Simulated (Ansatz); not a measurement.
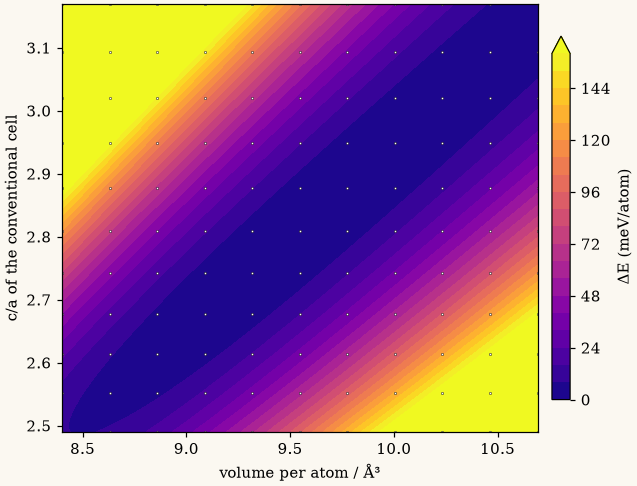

Energy landscape of BN (P6_3/mmc, No. 194; 4 atoms in the cell). The energy is mapped over volume and the cell's shape. Coordinates scanned: (1) volume per atom; (2) c/a of the conventional cell. Nothing is relaxed (symmetry fixes all fractional coordinates). Grid: 11 × 11 points. Points are written as (first, second). Energies are in meV/atom, from the lowest grid point. All numbers below come from DFT PBEsol, scalar-relativistic, plane waves, PAW (Ansatz). Settings: cutoff 520 eV, k-mesh 12×12×4 in the order of the run's cell vectors, gaussian smearing 0.05 eV, no spin polarisation.

In the figure: filled contours, dots at the grid points, one colour for all values above the top of the scale. Between grid points the surface is interpolated. 

Question: What does the map say about the system?

Answer: The lowest grid point is at (9.547 Å³, 2.809). The highest grid point, (8.401 Å³, 3.169), lies 475 meV/atom above the lowest. The gap on the k-mesh is 4.3 eV at the lowest point and runs from 3.8 to 4.5 eV over the map.

Each point was launched as `ansatz run input.yaml --threads 1 --pin off --max-ram 2048MiB --backend cpu --events-out ev --progress --plain --runs-dir out`. The whole map (121 points run) took 110 s on 1 thread of AMD EPYC 9R45 96-Core Processor (Zen 5), on a shared host.

PAW datasets: the set soft_1.
